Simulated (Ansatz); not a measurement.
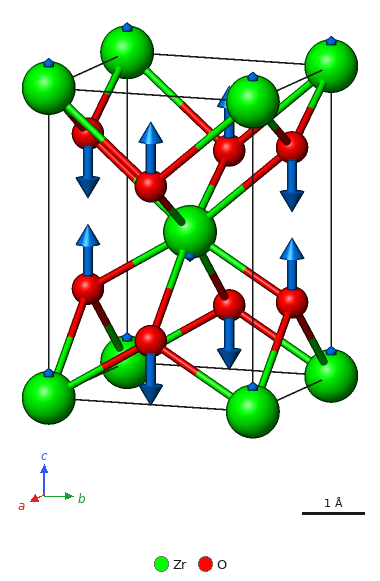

One vibrational mode of solid ZrO2 relaxed at 3 GPa at the zone centre. The blue arrows give the relative displacements of the atoms. Style: ball-and-stick. Shown: the cell of the calculation, slightly off an axis.

All numbers below come from DFT PBEsol, scalar-relativistic, plane waves, PAW (Ansatz). Settings: plane-wave cutoff 420 eV; k-point mesh 6 × 6 × 6; occupations fixed; target pressure 3 GPa; no spin polarisation.

Frequencies are those without the non-analytic (LO–TO) term.

Give the symmetry, activity and frequency of this mode.

Answer. This is the B₁g mode at 594 cm⁻¹, optical level 8 of 10, counted from below, Raman-active by symmetry. All motion is along c; atoms of one kind move against one another, with no net shift of any sublattice; the kinetic energy is shared as O 92 %, Zr 8 %.
